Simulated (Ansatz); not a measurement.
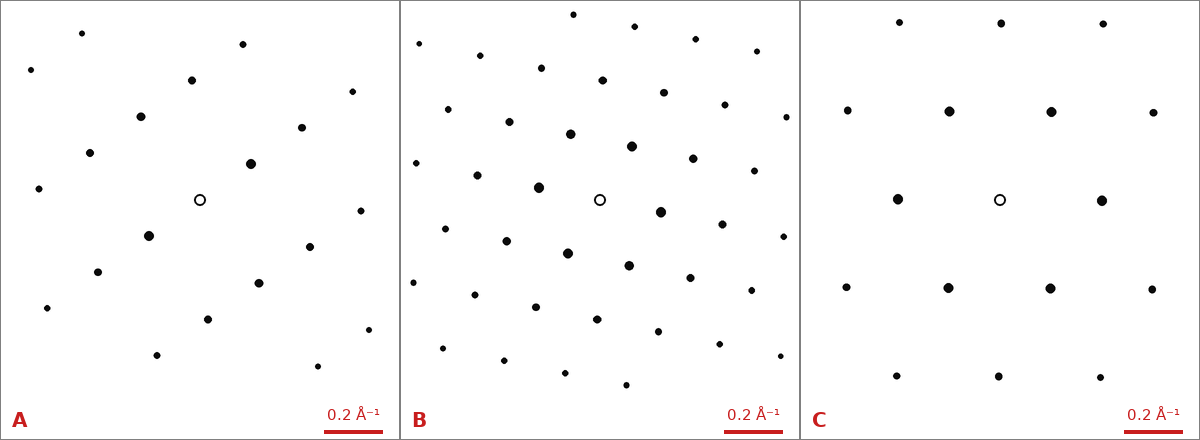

The patterns are kinematic simulations for 200 kV electrons (no multiple scattering; isotropic B = 0.5 Å²).

All three come from Cs, space group Fm-3m (No. 225), a = 7.926 Å. Structure: the end point of a relaxation with DFT, BLYP, plane waves (420 eV) with PAW, scalar-relativistic in Ansatz; the starting structure was generated, so it need not be a known form of this composition.

```cif
data_structure
_symmetry_space_group_name_H-M 'Fm-3m'
_symmetry_Int_Tables_number 225
_cell_length_a 7.9265
_cell_length_b 7.9265
_cell_length_c 7.9265
_cell_angle_alpha 90.000
_cell_angle_beta 90.000
_cell_angle_gamma 90.000
_cell_volume 498.01
loop_
_atom_site_label
_atom_site_type_symbol
_atom_site_symmetry_multiplicity
_atom_site_Wyckoff_symbol
_atom_site_fract_x
_atom_site_fract_y
_atom_site_fract_z
_atom_site_occupancy
Cs1 Cs 4 a 0.00000 0.00000 0.00000 1
```

> Assign the zone axes [110], [111], [211] to A, B and C.

A is [211]: rectangular net of -1 1 1 at d = 4.58 Å and 0 -2 2 at d = 2.80 Å, at 90.0°. B is [110]: centred rectangular net of -1 1 -1 at d = 4.58 Å and -1 1 1 at d = 4.58 Å, at 70.5°. C is [111]: hexagonal net of -2 2 0 at d = 2.80 Å and -2 0 2 at d = 2.80 Å, at 60.0°.
